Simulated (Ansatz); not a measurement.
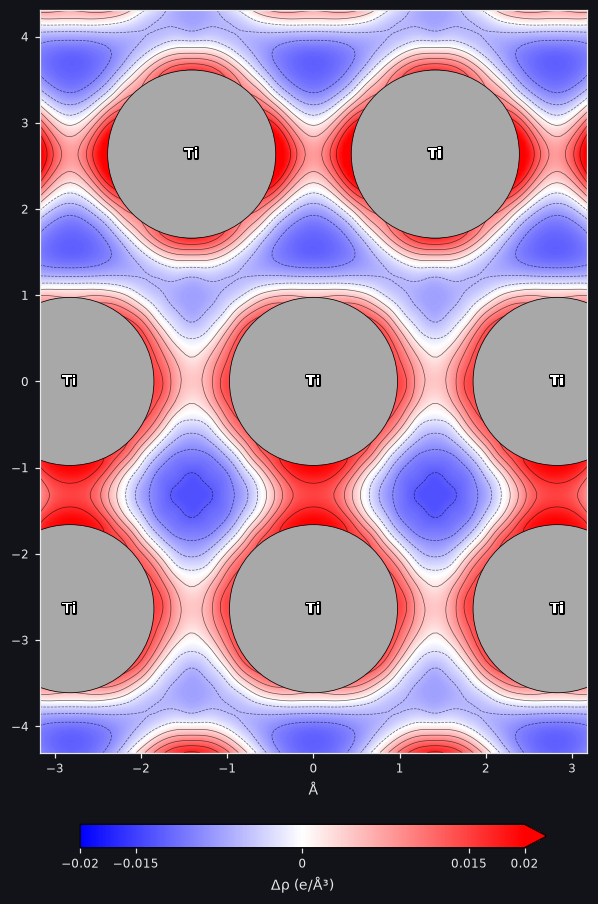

Ti. Difference of the valence pseudo-densities of two functionals at the same geometry, on the (110) plane of the calculation cell: one of LDA and r2SCAN less the other.

Both computed with Ansatz (plane waves, PAW), on the same k-point mesh. Grey discs cover the atomic cores.

### Which was subtracted from which, and what does the map show?

It is LDA less r2SCAN. Against r2SCAN, LDA gives more density around Ti (+0.007 e/Å³ on average at 1.1 Å from the nucleus) and a change of +0.015 e/Å³ at the midpoint of Ti–Ti and +0.004 e/Å³ at the midpoint of Ti–Ti.
